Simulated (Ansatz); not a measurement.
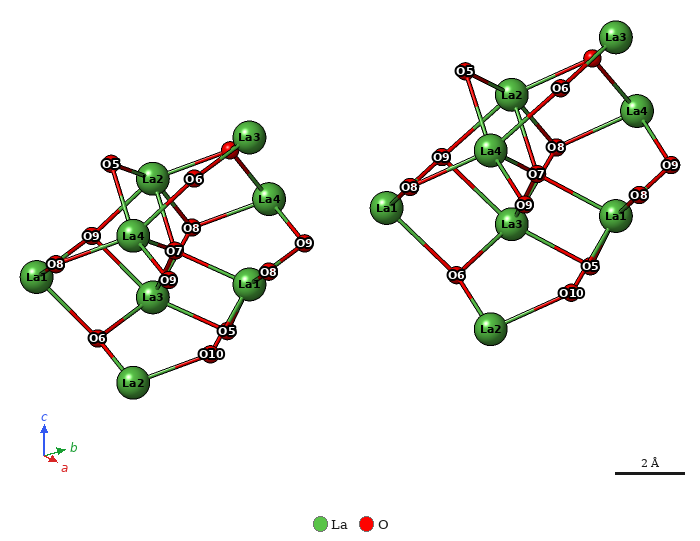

Two geometries of solid La2O3 (built on the corundum type), drawn at one scale. One is the start of a relaxation, the other its converged end. Style: ball-and-stick. Shown: the atoms within 5.0 Å of the atom that moves most (axes of the conventional cell (3 times the calculation's cell)), slightly off an axis. Lengths and directions refer to the drawn axes.

Theory: DFT, PBE, plane waves, PAW (Ansatz 0.2.0). Set-up: plane-wave cutoff 420 eV; k-point mesh 4 × 4 × 4; occupations fermi dirac; smearing width 0.02 eV; no spin polarisation; cell and atoms relaxed; force threshold 0.005 eV/Å.

**Which one is relaxed?**

The left one is the relaxed one. The largest moves relative to the cell, 0.11 Å, are those of O5, O6, O7, O8, O9 and O10. O7 goes along −a. Largest moves by element: O 0.11 Å, La 0.11 Å. Cell: a = b 6.739 → 6.257 Å (−7.2 %), c 18.331 → 15.806 Å (−13.8 %). Volume −25.7 %. Some distances before and after: La2–La3 3.850 → 3.530 Å, La1–O10 2.816 → 2.517 Å, La1–O7 2.606 → 2.408 Å. Bond angles that change, for instance: La1–O7–La4 119.4° → 112.7°, O5–La3–O9 162.3° → 156.0°, O5–La3–O6 102.6° → 107.7°. The space group stays R-3c (No. 167). After 6 accepted moves (9 points after the start) the energy has fallen by 4.314 eV per cell of the calculation. Largest force component: 0.28 eV/Å at the start, 0.00044 eV/Å at the end. Pressure: −17.53 GPa at the start and 0.00 GPa at the end. The line search rejected the trial step at point 4 of the run. The SCF was repeated twice at an unchanged geometry on a basis and grid sized afresh for the cell, which shifted the energy by 32.5 meV per cell of the calculation at most. Cost: 33 s on 2 threads of AMD EPYC 7R13 Processor (Zen 3), on a shared host, peak memory 0.84 GiB.
